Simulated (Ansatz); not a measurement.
**What a change does: single-point calculation on Pt**

System: Pt (2 atoms in the cell).
Method of run 1: DFT PBE, scalar-relativistic, plane waves, PAW, no spin polarisation (Ansatz 0.2.0).

The structure derives from a Materials Project entry. Text and figures count atoms from 1; the logs count them from 0 in places.

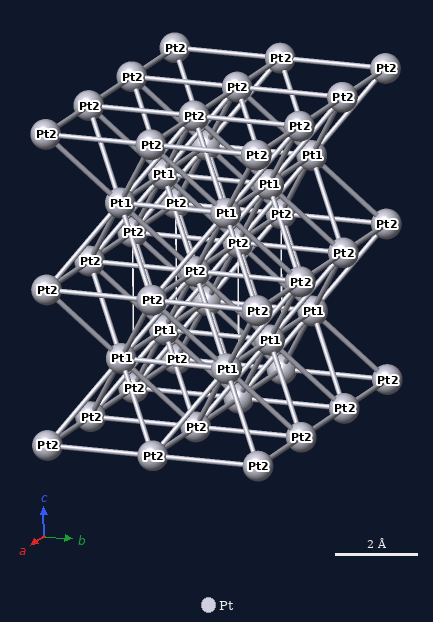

Fig. 1: The structure (ball-and-stick view of the reduced cell, repeated 3 × 2 × 2, seen slightly off an axis; atoms are numbered from 1 in the order of the input). Near neighbours in the crystal (not all of them lie inside the picture): Pt has 12 Pt at 2.78 to 2.84 Å.

**Input file, run 1**
```yaml
crystal:
  lattice:
    - [3.9364208148, 0.0, -0.0037581429]
    - [0.0, 5.5669422406, 1.15e-08]
    - [-1.9695643466, 1.3917355631, 1.4240715014]
  atoms:
    - { symbol: Pt, position: [0.0, 0.5, 0.0] }
    - { symbol: Pt, position: [0.0, 0.0, 0.0] }
basis:
  ecutwfc: 420
kpoints:
  mp_grid: { grid: [9, 6, 24] }
hamiltonian:
  xc: pbe
scf:
  occupations: { method: gaussian, width: 0.1 }
output:
  forces: true
  stress: true
  eigenvalues: true
```

Launched with:
```bash
ansatz run input.yaml --threads 8 --pin off --max-ram 20480MiB --backend cpu --events-out ev --progress --plain --runs-dir out
```

Hardware: 8 threads of Intel Xeon (Sapphire Rapids), 64 GiB of memory available, shared host.

**Output, shortened to warnings, some set-up lines, iterations and results (run 1)**
```
Basis set: ecut = 420 eV, 619 PW (Γ), exchange–correlation on 54×80×40 points (8 copies of the dense FFT grid, shifted against one another)
Symmetry: 4 space group operations
k-points: 650 of 1296
Initial density: superposition of atomic densities (neutral atoms: chi_scale 0, normalization atom), corrected by the library's trained network
[...]
SCF iter   1: F=—  HF=-25046.034377 eV  |F-HF|=—  |Δ(HF+E_count)|=         —  Δρ=3.90e-3  dr2=1.00e-3  ethr=1.77e-3  ⟨swp⟩=4.9  Hψ=54746  notcnv=0
SCF iter   2: F=—  HF=-25046.036640 eV  |F-HF|=—  |Δ(HF+E_count)|=   2.26e-3  Δρ=2.06e-3  dr2=2.78e-4  ethr=2.79e-6  ⟨swp⟩=3.2  Hψ=32547  notcnv=0
SCF iter   3: F=—  HF=-25046.036945 eV  |F-HF|=—  |Δ(HF+E_count)|=   3.05e-4  Δρ=2.05e-4  dr2=4.05e-6  ethr=7.72e-7  ⟨swp⟩=2.0  Hψ=19804  notcnv=0
SCF iter   4: F=—  HF=-25046.036945 eV  |F-HF|=—  |Δ(HF+E_count)|=   2.93e-7  Δρ=3.68e-5  dr2=3.08e-7  ethr=1.12e-8  ⟨swp⟩=2.2  Hψ=22092  notcnv=0
SCF iter   5: F=-25046.036945 eV  HF=-25046.036945 eV  |F-HF|=2.62e-9  |Δ(HF+E_count)|=   4.14e-8  Δρ=1.11e-5  dr2=3.23e-8  ethr=8.56e-10  ⟨swp⟩=2.4  Hψ=21129  notcnv=0
SCF iter   6: F=-25046.036945 eV  HF=-25046.036945 eV  |F-HF|=1.67e-10  |Δ(HF+E_count)|=  2.62e-10  Δρ=2.53e-6  dr2=1.10e-9  ethr=8.96e-11  ⟨swp⟩=2.0  Hψ=43921  notcnv=0
SCF 1 converged in 6 iterations: F = -25046.036945 eV  dr2 = 1.10e-9
SCF converged after 6 iterations
Free energy (F): -25046.036945 eV
Harris-Foulkes:  -25046.036945 eV  (|F-HF|=1.67e-10)
Internal energy: -25046.017149 eV  (E = F + TS)
E sigma→0 (E₀):  -25046.027047 eV
Entropy (-TS):   -0.019796 eV (-9.898 meV/atom)
Fermi energy:    22.398983 eV
--- Per-component energies (eV) ---
  E_band       = -287.080564
  E_kinetic    = 1274.353743
  E_local      = -3009.242460  (includes V_loc(G=0)·N_el)
  E_nonlocal   = 399.615104
  E_hartree    = 1115.095000
  E_xc         = -523.330839
  E_vxc        = -605.378117  (∫ρ·V_xc dr)
  E_paw        = -18907.820036  (= ΣΔE_a)
  E_vpaw       = -576.618688  (= ΣTr[D̂ρ^β])
  E_aug_tail   = 0.000409  (compensation charges beyond the density's cutoff)
  E_ewald      = -5394.688070
  E_smearing   = -0.019796  (= −TS)
  E_closure    = 0.000000  (closes the sum)
  Σ components = -25046.036945   (vs F -25046.036945, Δ=0.00e0)
--- Forces (eV/Å), atoms counted from 1 ---
  atom   1  Pt     0.00000000    -0.00000000     0.00000000
  atom   2  Pt     0.00000000     0.00000000     0.00000000
  max |Σ_I F_I| component: 1.26e-29 eV/Å
--- Stress (GPa, compression-positive) ---
        1.498446       0.000001      -0.035288
        0.000001       1.736694      -0.000000
       -0.035288      -0.000000      -0.027729
  P = ⅓ Tr σ = 1.0691 GPa (10.691 kbar)
```

The input of run 2 differs as follows (lines with − go, lines with + come):
```diff
+  max_iter: 50
+magnetization:
+  spin_polarized: true
+  initial_magnetization: 1
```

How does run 2 compare with run 1?

The energy is the same within 0.01 meV per atom. With spin allowed, the absolute moment of the cell comes to 0.00 μB. The SCF takes 11 iterations against 6. On the same kind of shared host run 2 took about 3.2 times as long. The two runs start from different initial densities, which also moves the count.

**Output, shortened to warnings, some set-up lines, iterations and results (run 2)**
```
WARN: the starting moments were not kept: the SCF closed with an absolute magnetisation of 4.9e-7 μB, where they sum to 1 μB in size (2 sites). That is at most 0.1 of that sum. Measured as dr2_m measures the in/out step, that magnetisation stands 6.6e-14 eV from none, at or under the dr2_threshold of 1.0e-7 eV: it is no larger than a step whose dr2_m would equal this threshold. The system may …
Basis set: ecut = 420 eV, 619 PW (Γ), exchange–correlation on 54×80×40 points (8 copies of the dense FFT grid, shifted against one another)
Symmetry: 4 space group operations
k-points: 650 of 1296
Initial density: superposition of atomic densities (chi_scale 0.1, normalization cell)
[...]
SCF iter   1: F=—  HF=-25046.302561 eV  |F-HF|=—  |Δ(HF+E_count)|=         —  Δρ=5.02e-2 (↑5.02e-2 ↓2.94e-2)  dr2=1.68e0  dr2_m=8.17e-2  M=0.262 μB ∫|m|=0.262 μB  β_m=0.30  …
SCF iter   2: F=—  HF=-25046.163653 eV  |F-HF|=—  |Δ(HF+E_count)|=   1.39e-1  Δρ=3.67e-2 (↑3.67e-2 ↓2.13e-2)  dr2=8.65e-1  dr2_m=4.67e-2  M=0.223 μB ∫|m|=0.223 μB  β_m=0.65  …
SCF iter   3: F=—  HF=-25046.041041 eV  |F-HF|=—  |Δ(HF+E_count)|=   1.23e-1  Δρ=5.32e-3 (↑5.15e-3 ↓5.32e-3)  dr2=1.03e-2  dr2_m=2.01e-3  M=0.075 μB ∫|m|=0.081 μB  β_m=0.82  …
SCF iter   4: F=—  HF=-25046.037375 eV  |F-HF|=—  |Δ(HF+E_count)|=   3.67e-3  Δρ=1.44e-3 (↑1.44e-3 ↓5.42e-4)  dr2=8.10e-4  dr2_m=1.70e-4  M=0.026 μB ∫|m|=0.029 μB  β_m=0.91  …
SCF iter   5: F=—  HF=-25046.036916 eV  |F-HF|=—  |Δ(HF+E_count)|=   4.59e-4  Δρ=5.58e-4 (↑3.56e-4 ↓5.58e-4)  dr2=3.58e-5  dr2_m=4.78e-5  M=0.012 μB ∫|m|=0.014 μB  β_m=0.96  …
SCF iter   6: F=—  HF=-25046.036942 eV  |F-HF|=—  |Δ(HF+E_count)|=   2.59e-5  Δρ=7.68e-5 (↑7.68e-5 ↓5.89e-5)  dr2=9.09e-7  dr2_m=6.68e-7  M=0.002 μB ∫|m|=0.002 μB  β_m=0.98  …
SCF iter   7: F=—  HF=-25046.036945 eV  |F-HF|=—  |Δ(HF+E_count)|=   3.21e-6  Δρ=3.08e-5 (↑3.08e-5 ↓2.93e-5)  dr2=2.38e-8  dr2_m=2.42e-7  M=0.001 μB ∫|m|=0.001 μB  β_m=0.99  …
SCF iter   8: F=—  HF=-25046.036945 eV  |F-HF|=—  |Δ(HF+E_count)|=   2.50e-8  Δρ=3.95e-6 (↑3.95e-6 ↓3.36e-6)  dr2=5.54e-9  dr2_m=1.90e-9  M=0.000 μB ∫|m|=0.000 μB  β_m=0.99  …
SCF iter   9: F=—  HF=-25046.036945 eV  |F-HF|=—  |Δ(HF+E_count)|=   2.28e-9  Δρ=1.94e-6 (↑8.85e-7 ↓1.94e-6)  dr2=8.12e-10  dr2_m=4.56e-10  M=0.000 μB ∫|m|=0.000 μB  β_m=1.00 …
SCF iter  10: F=—  HF=-25046.036945 eV  |F-HF|=—  |Δ(HF+E_count)|=  1.09e-10  Δρ=2.21e-7 (↑2.01e-7 ↓2.21e-7)  dr2=3.64e-11  dr2_m=1.21e-13  M=-0.000 μB ∫|m|=0.000 μB  …
SCF iter  11: F=-25046.036945 eV  HF=-25046.036945 eV  |F-HF|=0.00e0  |Δ(HF+E_count)|=  7.28e-12  Δρ=4.30e-8 (↑4.30e-8 ↓4.23e-8)  dr2=9.08e-13  dr2_m=1.27e-14  M=-0.000 μB …
SCF 1 converged in 11 iterations: F = -25046.036945 eV  dr2 = 9.08e-13
WARN: the starting moments were not kept: the SCF closed with an absolute magnetisation of 4.9e-7 μB, where they sum to 1 μB in size (2 sites). That is at most 0.1 of that sum. Measured as dr2_m measures the in/out step, that magnetisation stands 6.6e-14 eV from none, at or under the dr2_threshold …
SCF converged after 11 iterations
Magnetization: -0.0000 μB (18.0000 up, 18.0000 down)
Absolute magnetization: 0.0000 μB (∫|ρ↑−ρ↓|, with the PAW one-centre terms)
Spin contamination: 0.0000 ħ² per cell (⟨S²⟩ above its minimum at these occupations)
Per-site moments (μB) at R_I (Å): [(-2.364745692250105e-7, 1.1481818371237502), (-2.364745692250105e-7, 1.1481818371237502)]
Free energy (F): -25046.036945 eV
Harris-Foulkes:  -25046.036945 eV  (|F-HF|=0.00e0)
Internal energy: -25046.017148 eV  (E = F + TS)
E sigma→0 (E₀):  -25046.027047 eV
Entropy (-TS):   -0.019796 eV (-9.898 meV/atom)
Fermi energy:    22.398982 eV
--- Per-component energies (eV) ---
  E_band       = -287.080450
  E_kinetic    = 1274.353653
  E_local      = -3009.241971  (includes V_loc(G=0)·N_el)
  E_nonlocal   = 399.614932
  E_hartree    = 1115.094681
  E_xc         = -523.330844
  E_vxc        = -605.378127  (∫ρ·V_xc dr)
  E_paw        = -18907.819938  (= ΣΔE_a)
  E_vpaw       = -576.618712  (= ΣTr[D̂ρ^β])
[...]
```

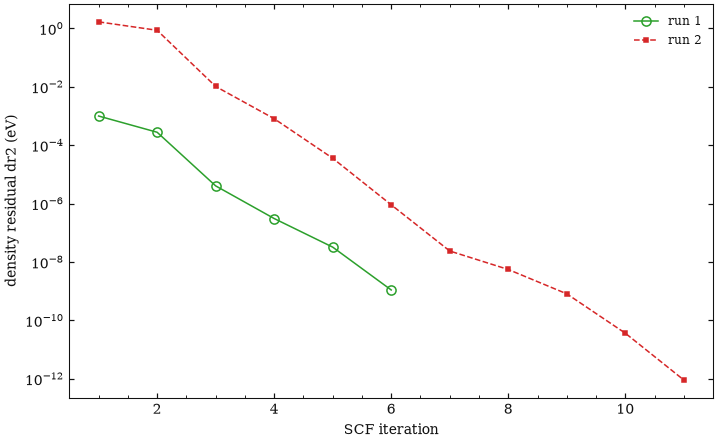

Fig. 2: Convergence of the two runs: density residual dr2 against the SCF iteration. Run 1 takes 6 iterations in all, and run 2 takes 11.

**The two runs side by side**

| quantity | run 1 | run 2 |
| --- | --- | --- |
| outcome | converged | converged |
| free energy per atom (eV) | −12523.0185 | −12523.0185 |
| energy per atom, smearing taken to zero (eV) | −12523.0135 | −12523.0135 |
| gap on the mesh (eV) | 0.00 | 0.00 |
| pressure (GPa) | 1.07 | 1.07 |
| largest force (eV/Å) | 0.000 | 0.000 |
| SCF iterations | 6 | 11 |
| irreducible k-points | 650 | 650 |
| plane waves at Γ | 619 | 619 |
| net moment of the cell (μB) | – | 0.00 |
| absolute moment of the cell (μB) | – | 0.00 |
| wall time (shared host) | 2.1 s | 6.8 s |

For run 1: Spin–orbit coupling is left out, which matters for Pt. For run 2: A setting was made wrong on purpose: an impossible spin (`magnetization`). It did no harm here: the run converged to the energy of the sound run within 1 meV per atom. Warnings: some starting moments were not kept.
